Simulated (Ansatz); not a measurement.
**Energy of Mg$_{3}$GeN along an even scaling of the cell**

System: Mg$_{3}$GeN (5 atoms in the cell).
Method: DFT PBE, scalar-relativistic, plane waves, PAW, no spin polarisation (Ansatz 0.2.0).

The 6 runs differ only in the geometry, by an even scaling of the cell at fixed fractional positions. The structure was made by a generator, so it may or may not be a known phase.

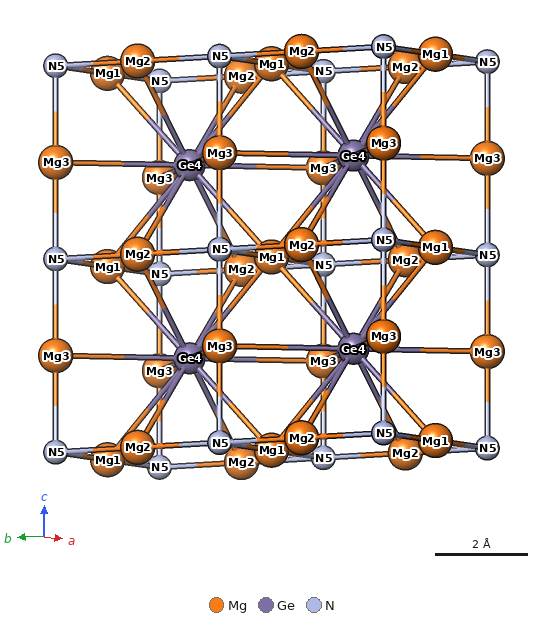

Figure 1. The structure of run 4 (ball-and-stick view of the cell of the calculation, repeated 1 × 2 × 2, seen at an oblique angle; atoms are numbered from 1 in the order of the input). An atom can appear more than once, as a periodic image.

### Input of run 4
```yaml
crystal:
  lattice:
    - [4.2332194, 0.0, 0.0]
    - [0.0, 4.2332194, 0.0]
    - [0.0, 0.0, 4.2332194]
  atoms:
    - { symbol: Mg, position: [0.5, 0.0, 0.0] }
    - { symbol: Mg, position: [0.0, 0.5, 0.0] }
    - { symbol: Mg, position: [0.0, 0.0, 0.5] }
    - { symbol: Ge, position: [0.5, 0.5, 0.5] }
    - { symbol: "N", position: [0.0, 0.0, 0.0] }
basis:
  ecutwfc: 420
kpoints:
  mp_grid: { grid: [10, 10, 10] }
hamiltonian:
  xc: pbe
scf:
  occupations: { method: gaussian, width: 0.1 }
output:
  forces: true
  stress: true
  eigenvalues: true
```

Command:
```bash
ansatz run input.yaml --threads 1 --pin off --max-ram 3072MiB --backend cpu --events-out ev --progress --plain --runs-dir out
```

Run 5 differs from it as follows:
```diff
-    - [4.2332194, 0.0, 0.0]
-    - [0.0, 4.2332194, 0.0]
-    - [0.0, 0.0, 4.2332194]
+    - [4.318762031, 0.0, 0.0]
+    - [0.0, 4.318762031, 0.0]
+    - [0.0, 0.0, 4.318762031]
```

### Results, with one run withheld

| run | volume per atom (Å³) | free energy per atom, from the lowest run given (meV) | pressure (GPa) |
| --- | --- | --- | --- |
| 1 | 13.764 | 64.83 | 13.02 |
| 2 | 14.234 | 32.78 | 8.97 |
| 3 | 14.703 | 11.70 | 5.51 |
| 4 | 15.172 | 0.00 | 2.55 |
| 5 | 16.110 | ? | ? |
| 6 | 16.580 | 8.78 | −4.04 |

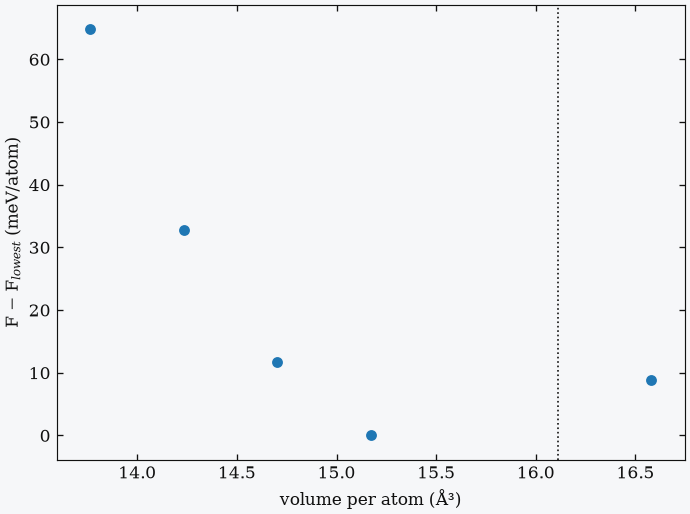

Figure 2. Free energy per atom of the runs given; the dotted line marks run 5.

Fit the runs given and predict run 5.

A cubic polynomial in V^(−2/3) (the Birch–Murnaghan form), fitted to the 5 runs given, misses them by at most 0.01 meV per atom. With x = V^(−2/3) − 0.16559 Å⁻², it reads F = 7.3675 + 3862.2 x + 3.3761e+05 x² − 156.69 x³ (meV per atom). At run 5 it gives −0.44 meV per atom, and the run itself gives −0.40. The slope of the fit gives a pressure −dF/dV of −2.17 GPa there, and the run prints −2.17 GPa. The fit has its minimum at 15.644 Å³ per atom, where V d²F/dV² gives 78.6 GPa: the bulk modulus at this level, since symmetry fixes the shape and the positions.

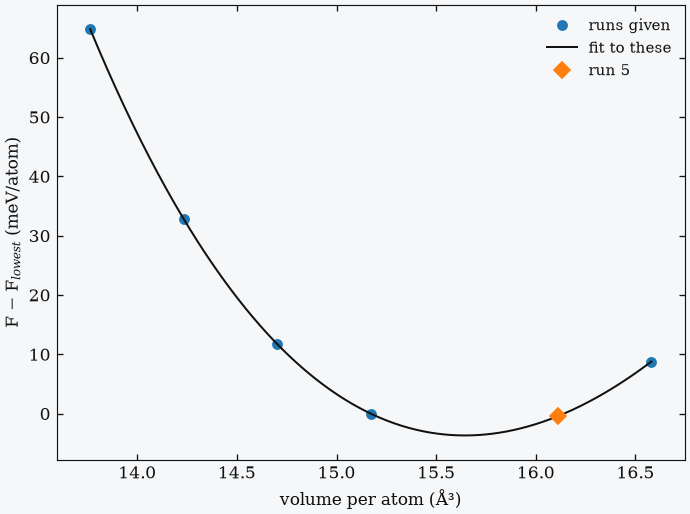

Figure 3. The fit and the withheld run.

### Output, shortened to warnings, some set-up lines, iterations and results (run 5)
```
Basis set: ecut = 420 eV, 1575 PW (Γ), exchange–correlation on 60×60×60 points (8 copies of the dense FFT grid, shifted against one another)
Symmetry: 48 space group operations
k-points: 56 of 1000
Initial density: superposition of atomic densities (neutral atoms: chi_scale 0, normalization atom), corrected by the library's trained network
[...]
SCF iter   1: F=—  HF=-10452.485717 eV  |F-HF|=—  |Δ(HF+E_count)|=         —  Δρ=1.04e-3  dr2=1.16e-3  ethr=1.77e-3  ⟨swp⟩=5.8  Hψ=7097  notcnv=0
SCF iter   2: F=—  HF=-10452.485077 eV  |F-HF|=—  |Δ(HF+E_count)|=   6.40e-4  Δρ=7.11e-4  dr2=5.95e-4  ethr=2.37e-6  ⟨swp⟩=2.1  Hψ=3036  notcnv=0
SCF iter   3: F=—  HF=-10452.485076 eV  |F-HF|=—  |Δ(HF+E_count)|=   3.03e-7  Δρ=2.67e-4  dr2=6.30e-5  ethr=1.21e-6  ⟨swp⟩=2.7  Hψ=2556  notcnv=0
SCF iter   4: F=—  HF=-10452.484756 eV  |F-HF|=—  |Δ(HF+E_count)|=   3.21e-4  Δρ=1.13e-4  dr2=5.17e-6  ethr=1.29e-7  ⟨swp⟩=2.4  Hψ=2637  notcnv=0
SCF iter   5: F=—  HF=-10452.484752 eV  |F-HF|=—  |Δ(HF+E_count)|=   3.26e-6  Δρ=4.56e-5  dr2=1.09e-6  ethr=1.05e-8  ⟨swp⟩=2.0  Hψ=2991  notcnv=0
SCF iter   6: F=—  HF=-10452.484752 eV  |F-HF|=—  |Δ(HF+E_count)|=   2.49e-7  Δρ=1.55e-5  dr2=9.67e-8  ethr=2.04e-10  ⟨swp⟩=6.2  Hψ=7653  notcnv=0
SCF iter   7: F=-10452.484752 eV  HF=-10452.484752 eV  |F-HF|=4.48e-8  |Δ(HF+E_count)|=   5.30e-8  Δρ=7.96e-6  dr2=5.27e-8  ethr=1.97e-10  ⟨swp⟩=4.0  Hψ=5072  notcnv=0
SCF 1 converged in 7 iterations: F = -10452.484752 eV  dr2 = 5.27e-8
SCF converged after 7 iterations
Free energy (F): -10452.484752 eV
Harris-Foulkes:  -10452.484752 eV  (|F-HF|=4.48e-8)
Internal energy: -10452.465269 eV  (E = F + TS)
E sigma→0 (E₀):  -10452.475010 eV
Entropy (-TS):   -0.019483 eV (-3.897 meV/atom)
Fermi energy:    7.994379 eV
--- Per-component energies (eV) ---
  E_band       = -1128.225097
  E_kinetic    = 469.350701
  E_local      = -6973.322941  (includes V_loc(G=0)·N_el)
  E_nonlocal   = 747.853538
  E_hartree    = 2647.628547
  E_xc         = -223.894735
  E_vxc        = -254.887422  (∫ρ·V_xc dr)
  E_paw        = -3022.151279  (= ΣΔE_a)
  E_vpaw       = -412.476590  (= ΣTr[D̂ρ^β])
  E_aug_tail   = 0.000567  (compensation charges beyond the density's cutoff)
  E_ewald      = -4097.929667
  E_smearing   = -0.019483  (= −TS)
  E_closure    = -0.000000  (closes the sum)
  Σ components = -10452.484752   (vs F -10452.484752, Δ=0.00e0)
--- Forces (eV/Å), atoms counted from 1 ---
  atom   1  Mg     0.00000000    -0.00000000     0.00000000
  atom   2  Mg     0.00000000     0.00000000    -0.00000000
  atom   3  Mg     0.00000000     0.00000000     0.00000000
  atom   4  Ge     0.00000000    -0.00000000    -0.00000000
  atom   5  N     -0.00000000     0.00000000     0.00000000
  max |Σ_I F_I| component: 6.93e-29 eV/Å
--- Stress (GPa, compression-positive) ---
       -2.172704       0.000000       0.000000
        0.000000      -2.172704       0.000000
        0.000000       0.000000      -2.172704
  P = ⅓ Tr σ = -2.1727 GPa (-21.727 kbar)
```

Notes: The cell holds an odd number of electrons but the run has no spin polarisation, so a band is left half filled.
